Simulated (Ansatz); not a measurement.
**InP: densities and their changes**

Space group F-43m; the calculation finds a residual pressure of about 3 GPa at this fixed cell.

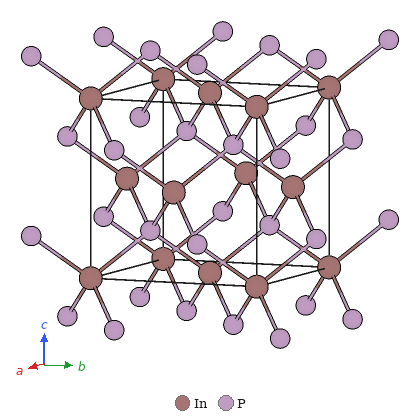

The conventional cell.

The calculation's input:

```
crystal:
  lattice:
    - [0.0, 2.9305, 2.9305]
    - [2.9305, 0.0, 2.9305]
    - [2.9305, 2.9305, 0.0]
  atoms:
    - { symbol: In, position: [0.0, 0.0, 0.0] }
    - { symbol: P, position: [0.25, 0.25, 0.25] }
basis:
  ecutwfc: 500
  fft_grid_basis: typed
kpoints:
  mp_grid: { grid: [10, 10, 10] }
hamiltonian:
  xc: pbe
  pseudopotentials: { kind: paw }
scf:
  occupations: { method: gaussian, width: 0.05 }
output:
  forces: true
  stress: true
  eigenvalues: true
  bader: true
  write_density: true
  volumetric_format: npy
  elf: true
```

Launched as:

```sh
ansatz run input.yaml --threads 2 --pin off --max-ram 4096MiB --backend cpu --events-out ev --progress --plain --runs-dir out
```

The picture shows the conventional cell (a = 5.86 Å, b = 5.86 Å, c = 5.86 Å, α = 90.00°, β = 90.00°, γ = 90.00°).

Level of theory: DFT PBE, scalar-relativistic, plane waves, PAW (Ansatz).

Core electrons are frozen (PAW), so the maps are meaningful between the atoms, not at the nuclei.

### 1. Bonding charge

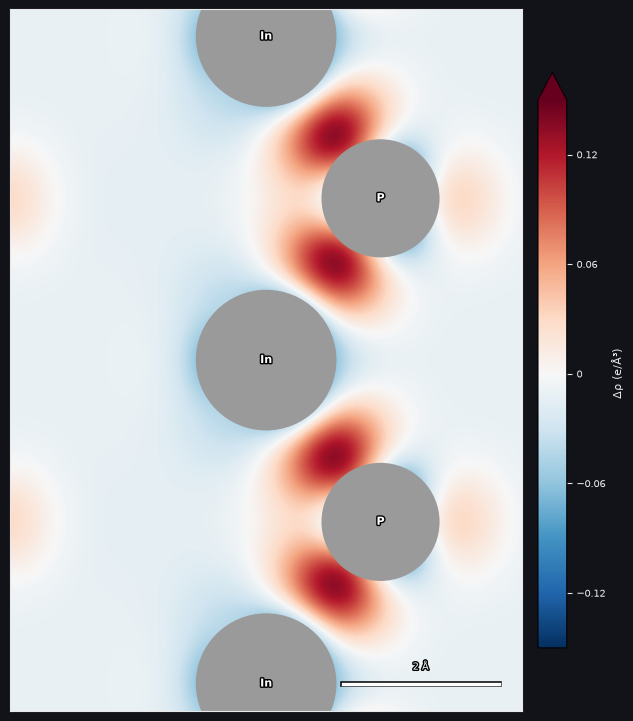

Bonding charge density, ρ(crystal) − Σ ρ(neutral atoms): a map on the (011) plane of the conventional cell, with grey discs over the atomic cores. Cores are masked to 0.9 Å (In) and 0.8 Å (P).

**What does the deformation density say about the bonding?**

In–P (2.54 Å): Δρ is +0.1 e/Å³ at the midpoint.
Over the whole cell, outside the masked cores, the largest gain, 0.13 e/Å³, lies 1.0 Å from a phosphorus nucleus and 1.5 Å from an indium one, and the largest loss lies at the edge of the masked core of In.
The rearranged charge, half the integral of |Δρ|, is about 0.27 e an atom.
Bader charges: In +0.89 and P −0.89 e.

### 2. States by energy

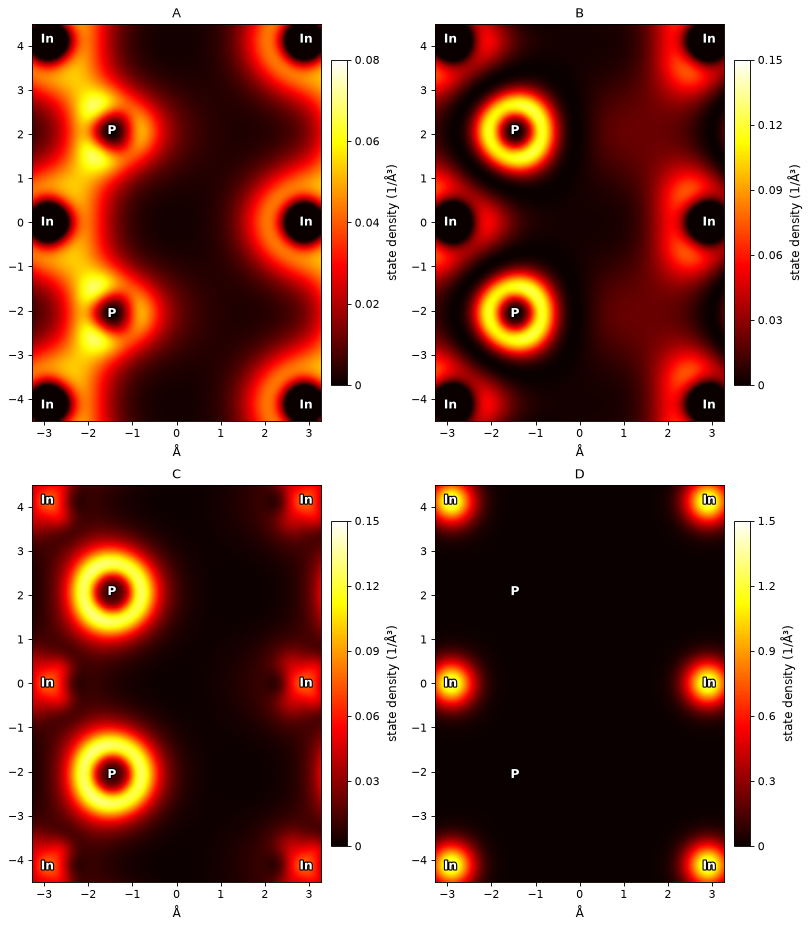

InP: densities of the states in four energy windows, on the (011) plane of the conventional cell.

**Match the panels to the energy ranges (zero at the valence-band maximum): −14.40 to −13.97 eV, −11.6 to −9.0 eV, −5.8 to −3.8 eV and +0.7 to +1.3 eV.**

Panel A: −5.8 to −3.8 eV, the lower third of the upper valence band, mainly P 3p (50 %), In 5s (35 %) and In 5p (10 %).
Panel B: +0.7 to +1.3 eV, the bottom of the conduction band, mainly In 5s (55 %) and P 3s (45 %).
Panel C: −11.6 to −9.0 eV, a separate group of bands, mainly P 3s (55 %), In 5p (25 %) and In 5s (15 %).
Panel D: −14.40 to −13.97 eV, a separate group of bands (semicore or deep states), mainly In 4d (over 95 %).
The characters are Löwdin shares on a minimal set of atomic orbitals.

### 3. Change of volume

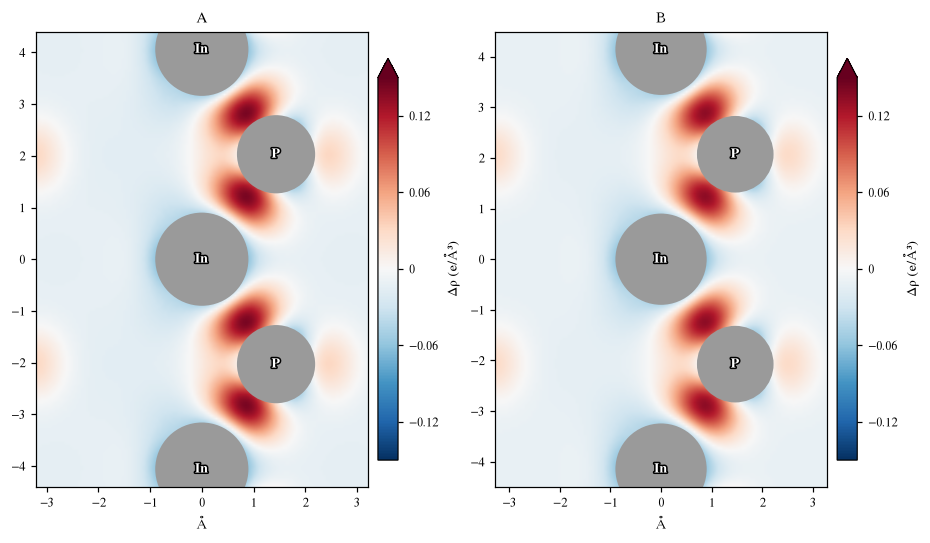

InP: deformation density on the (110) plane of the conventional cell at two volumes, with the same fractional coordinates and one colour scale. Grey discs cover the cores. Panel A has 94 % of the volume of panel B.

**What changes between the database cell and the scaled one?**

From B to A, In–P goes from 2.54 to 2.49 Å, and Δρ at its midpoint from +0.1 to +0.11 e/Å³.
The pressure is 3.3 GPa in B and 8.6 GPa in A.
Bader charges stay at In +0.89 and P −0.89 e.
The rearranged charge is 0.27 e an atom in B and 0.27 e in A.

### 4. Putting it together

Charge passes from In (Pauling electronegativity 1.78) to P (2.19), the direction that the scale predicts; the Bader charges fall short of whole formal charges, as they usually do. The two pressures give a mean stiffness −ΔP/Δln V of about 85 GPa over this range, with the atoms held at their fractional positions.
